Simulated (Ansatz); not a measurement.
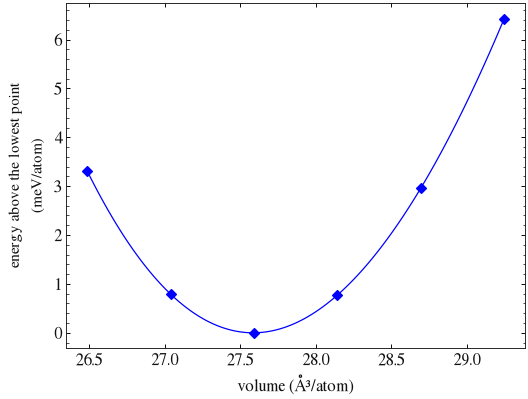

The picture above shows the energy above the lowest point against volume.

Computed with Ansatz 0.2.0 development build: equation of state of a cubic crystal from periodic Kohn-Sham density functional theory without spin, third-order Birch-Murnaghan fit to the free energies; pressure corrected for the finite basis. Level: PBE.

### For which of these solids was it computed?
A. LiO₃, Pm-3m (No. 221)
B. Mg, Pm-3m (No. 221)
C. Mg₂O, Fm-3m (No. 225)

B, Mg: energy above the lowest point from 0.000 meV/atom to 6.430 meV/atom, V0 27.59 Å³/atom, B0 22.7 GPa. The others give: Mg₂O, energy above the lowest point from 0.0 meV/atom to 10.9 meV/atom, V0 14.95 Å³/atom, B0 58.2 GPa; LiO₃, energy above the lowest point from 0.00 meV/atom to 7.60 meV/atom, V0 11.52 Å³/atom, B0 52 GPa.

For LiO₃, limits of the calculation: cubic model structure, not the ambient form; modest k-mesh, values are not fully converged in k; no spin polarisation, a magnetic state may lie lower.

For Mg, limits of the calculation: cubic model structure, not the ambient form.

For Mg₂O, limits of the calculation: cubic model structure, not the ambient form.
